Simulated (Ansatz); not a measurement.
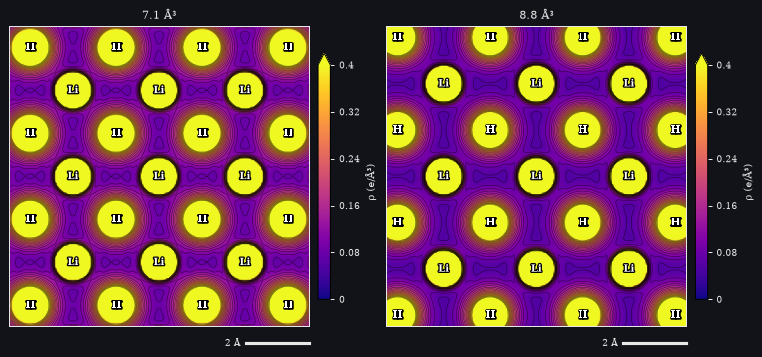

LiH. The valence electron density of cells scaled evenly to different volumes (given per atom above each panel), on the (110) plane of each (indices in the axes of the cell below), at one length scale and on one colour scale.

These are results of Ansatz, DFT r2SCAN, scalar-relativistic, plane waves, PAW, not measurements.

The density is the valence pseudo-density of a PAW calculation; it isn't the true density close to the nuclei.

The largest cell:

```cif
data_structure
_symmetry_space_group_name_H-M 'P 1'
_symmetry_Int_Tables_number 1
_cell_length_a 2.9231
_cell_length_b 2.9231
_cell_length_c 2.9231
_cell_angle_alpha 60.000
_cell_angle_beta 60.000
_cell_angle_gamma 60.000
_cell_volume 17.66
loop_
_atom_site_label
_atom_site_type_symbol
_atom_site_fract_x
_atom_site_fract_y
_atom_site_fract_z
_atom_site_occupancy
Li1 Li 0.00000 0.00000 0.00000 1
H1 H 0.50000 0.50000 0.50000 1
```

| volume (Å³/atom) | Li–H contact in the plane (Å) | ρ at its midpoint (e/Å³) | pressure (GPa) | gap on the mesh (eV) | 
| --- | --- | --- | --- | --- |
| 7.06 | 1.919 | 0.147 | 5.8 | 3.53 | 
| 8.03 | 2.002 | ? | ? | ? | 
| 8.83 | 2.067 | 0.113 | −2.9 | 3.68 | 

> What values belong in the row with question marks?

Over the known rows ln ρ falls by 1.78 per Å of Li–H distance (the line through the two), which gives 0.127 e/Å³ at 2.002 Å; the calculation gives 0.127 e/Å³. For the pressure, a straight line in volume between the neighbouring rows gives 1.0 GPa; the calculation gives 0.0, lower because pressure rises ever faster on compression. For the gap on the mesh, a straight line in volume between the neighbouring rows gives 3.61 eV; the calculation gives 3.63.
